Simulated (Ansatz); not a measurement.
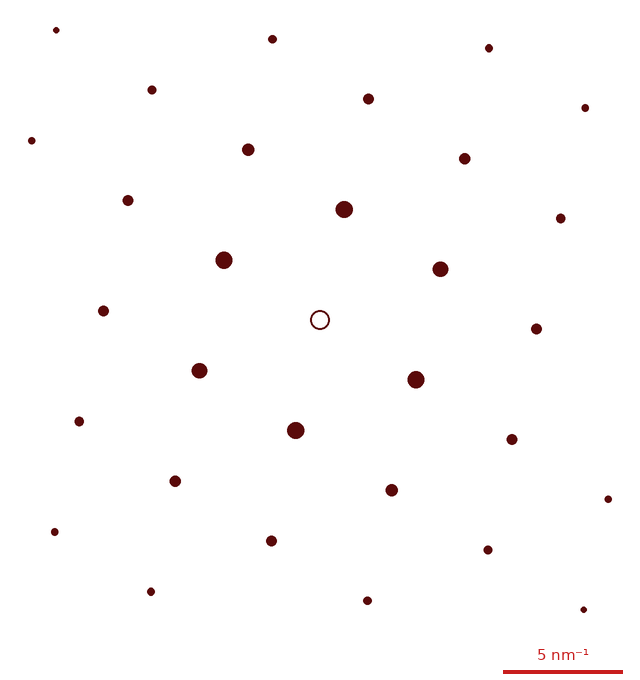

Computed electron diffraction pattern, 300 kV, single scattering only, B = 1 Å².

Candidate phases (model or computed cells):
A. Cr, space group Fm-3m (No. 225), a = 3.629 Å
B. Ag, space group Fm-3m (No. 225), a = 4.15 Å
C. Au, space group Fm-3m (No. 225), a = 4.08 Å
D. Al, space group Fm-3m (No. 225), a = 4.04 Å

Question: Identify the phase and the zone axis.

Answer: Candidate A (Cr), along [110] or an equivalent direction. The spots form a centred rectangular net with both shortest vectors at d = 2.09 Å, 70.5° apart. They index as -1 1 -1 and -1 1 1; no zone of the other candidates with indices up to 3 has this net.
